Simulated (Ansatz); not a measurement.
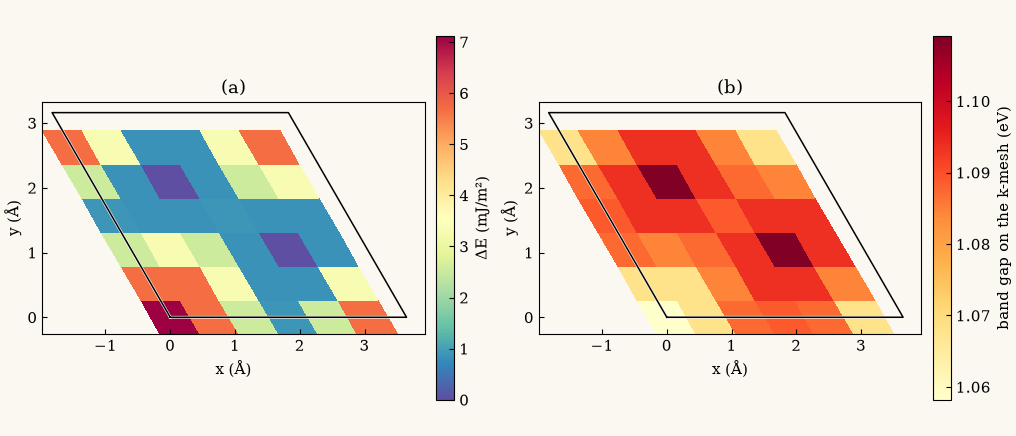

A bilayer of two ZrS₂ sheets (1T type), the upper one turned by 180 degrees about the normal (6 atoms in the cell). 
- The upper layer of a bilayer is slid over the lower one; relaxed at each slide: nothing; the origin of the map has S4 above S3; the distance between the facing planes is held at 3.84 Å.
- Places are given modulo a cell vector. The map is drawn in real space over the plane of the slide.
- The scan uses a 6 × 6 grid; 7 points were computed and 29 follow by symmetry.
- Energies are in mJ/m², from the lowest grid point.
- At a held distance the lowest stacking need not be the one that binds best once the distance relaxes.
- Computed with Ansatz 0.2.0, DFT PBE+D3(BJ), scalar-relativistic, plane waves, PAW. Settings: cutoff 420 eV, k-mesh 9×9×1, gaussian smearing 0.05 eV, no spin polarisation.

Panel (a) is the energy and panel (b) the computed band gap on the k-mesh on the same grid.

The picture shows one coloured cell a grid point, the outline of one cell of the plane.

How does the band gap on the k-mesh vary over the map, and what is it at the lowest grid point?

It runs from 1.06 eV at (0/6, 0/6) of the cell vectors to 1.11 eV at (2/6, 4/6) of the cell vectors. At the lowest grid point, (2/6, 4/6) of the cell vectors, it is 1.11 eV.

```csv
"second ↓, first →",0/6,1/6,2/6,3/6,4/6,5/6
5/6,1.07,1.08,1.09,1.09,1.08,1.07
4/6,1.09,1.09,1.11,1.09,1.09,1.08
3/6,1.09,1.09,1.09,1.09,1.09,1.09
2/6,1.09,1.08,1.09,1.09,1.11,1.09
1/6,1.07,1.07,1.08,1.09,1.09,1.08
0/6,1.06,1.07,1.09,1.09,1.09,1.07
```

PAW datasets: the set soft_1.
